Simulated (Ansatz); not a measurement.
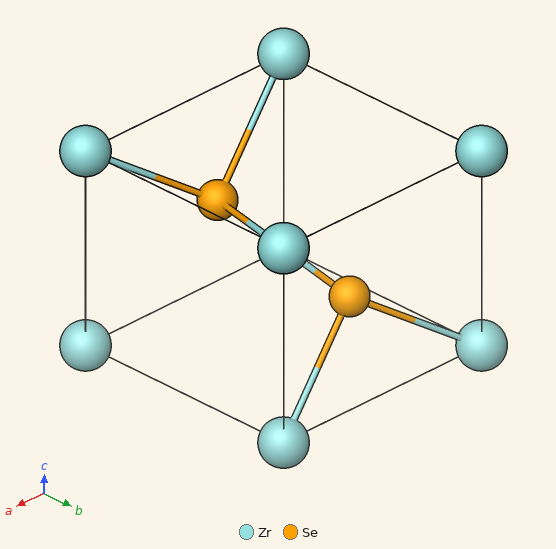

Crystal structure, ball-and-stick style, seen along [111]. The parallelepiped is the conventional unit cell.

The cell is given by a = 3.81 Å, b = 3.81 Å, c = 6.15 Å, α = 90.00°, β = 90.00°, γ = 120.00°.

Pairs joined by sticks: Se–Zr up to 3.39 Å (cut-off distances).

The composition is ZrSe$_{2}$.

Q: What lies around Se?

A: Three Zr in a trigonal pyramidal arrangement at about 2.7 Å.

Q: What kind of network do the bonds form?

A: The bonds build ZrSe2 layers parallel to (001).

Source of the structure: a structure type known for this compound. Earlier steps of the study may have refined or changed the cell and positions. It was the input of a calculation with Ansatz.
